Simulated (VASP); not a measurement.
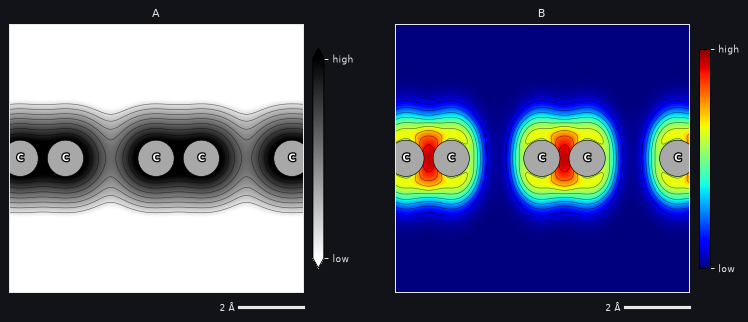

C: 2 fields on the (110) plane of the calculation cell, a cut from vacuum to vacuum, with unlabelled colour scales. Grey discs cover the atomic cores.

All numbers below come from Kohn-Sham DFT of a periodic cell, SCAN, VASP PAW PBE potentials, recommended (VASP).

Match the panels to the quantities (electron localisation function and valence pseudo-density).

Answer. Panel A: valence pseudo-density. Panel B: electron localisation function. From the grid: C–C (1.42 Å): ρ at the midpoint is about 2.1 e/Å³; the ELF peaks at about 0.95 between the atoms; localised, covalent bonding.
